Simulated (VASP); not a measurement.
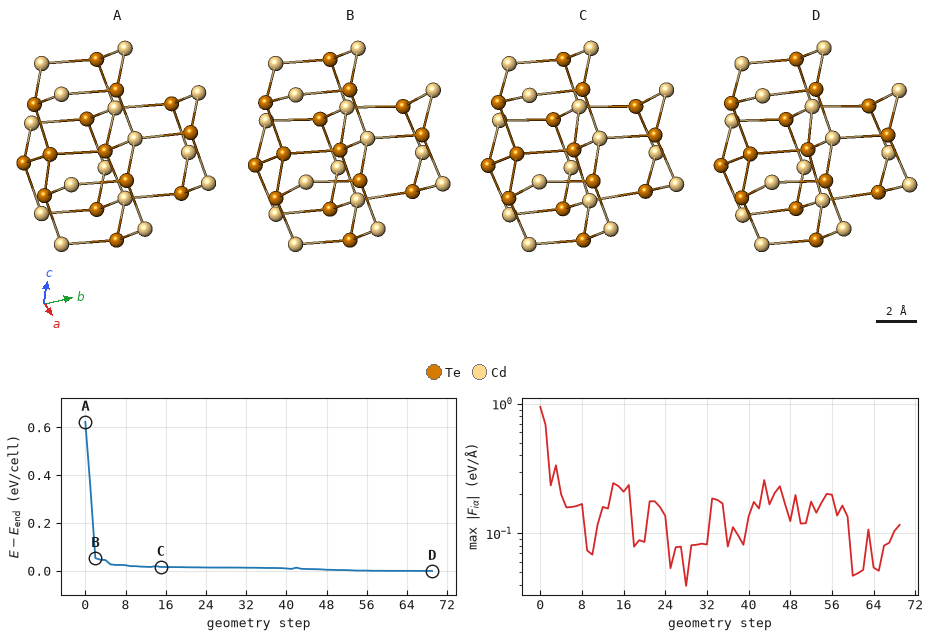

Frames of a relaxation of a defect cell of composition Cd$_{7}$Te$_{9}$, marked on the history of the run. A ball-and-stick model of the atoms within 5.8 Å of the atom that moves most (axes of the cell of the calculation, reduced to other axes), seen slightly off an axis. Lengths and directions refer to the drawn axes.

The run lets the atoms move in a fixed cell.

Computed with Kohn-Sham DFT of a periodic cell, PBE, VASP PAW PBE potentials, recommended (VASP 6.6.1).

The input:
```
SYSTEM = Cd7Te9
  PREC = Normal
  ENCUT = 450
  EDIFF = 1E-6
  ISMEAR = 0
  SIGMA = 0.01
  LREAL = Auto
  LASPH = .TRUE.
  NELM = 80
  ALGO = Normal
  ISIF = 2
  LWAVE = .FALSE.
  LCHARG = .FALSE.
  GGA = PE
  IBRION = 2
  NSW = 70
  EDIFFG = -0.025
  ICORELEVEL = 1
  NELECT = 136.0
  ISYM = 0
```

Launched with:
```bash
cat potpaw_PBE.64/Te/POTCAR potpaw_PBE.64/Cd/POTCAR > POTCAR
mpirun -np 4 vasp_std > vasp.out
```

Describe the path.

Answer. The relaxation stopped without meeting its thresholds, so the last structure isn't shown to be converged. The atom that moves furthest is a Te atom (0.21 Å along [−2 3 0]). Largest moves by element: Te 0.21 Å, Cd 0.15 Å. The lattice vectors keep their values. Among the contacts that change: Te–Te 2.795 → 2.998 Å, Cd–Te 2.768 → 2.911 Å, Te–Te 2.844 → 2.980 Å, Te–Te 2.876 → 3.000 Å. Bond angles that change, for instance: Te–Cd–Te 110.9° → 100.9°, Te–Cd–Te 110.2° → 100.3°, Te–Te–Cd 113.9° → 105.1°. The energy falls by 0.623 eV per cell of the calculation in 69 geometry steps. The largest force component goes from 0.94 to 0.12 eV/Å. From step 0 to 2: a Te atom moves most (0.19 Å), energy −0.570 eV per cell of the calculation. From step 2 to 15: a Cd atom moves most (0.05 Å), energy −37.0 meV per cell of the calculation. From step 15 to 69: a Te atom moves most (0.05 Å), energy −16.8 meV per cell of the calculation.

| step | E − E(0), meV/atom | largest force component, eV/Å |
| --- | --- | --- |
| 0 | 0.00 | 0.9442 |
| 1 | -16.89 | 0.6893 |
| 2 | -35.59 | 0.2342 |
| 3 | -36.02 | 0.3348 |
| 4 | -36.10 | 0.2000 |
| 5 | -37.23 | 0.1587 |
| 6 | -37.39 | 0.1597 |
| 7 | -37.37 | 0.1627 |
| 8 | -37.45 | 0.1686 |
| 9 | -37.70 | 0.0739 |
| 10 | -37.70 | 0.0686 |
| 13 | -37.91 | 0.1555 |
| 16 | -37.92 | 0.2096 |
| 19 | -37.95 | 0.0887 |
| 22 | -38.01 | 0.1767 |
| 26 | -38.06 | 0.0782 |
| 29 | -38.07 | 0.0810 |
| 32 | -38.10 | 0.0821 |
| 35 | -38.14 | 0.1700 |
| 38 | -38.18 | 0.0963 |
| 41 | -38.42 | 0.1749 |
| 44 | -38.43 | 0.1674 |
| 47 | -38.54 | 0.1682 |
| 50 | -38.70 | 0.1190 |
| 53 | -38.79 | 0.1443 |
| 57 | -38.90 | 0.1373 |
| 60 | -38.92 | 0.0471 |
| 63 | -38.93 | 0.1071 |
| 66 | -38.94 | 0.0805 |
| 69 | -38.95 | 0.1164 |
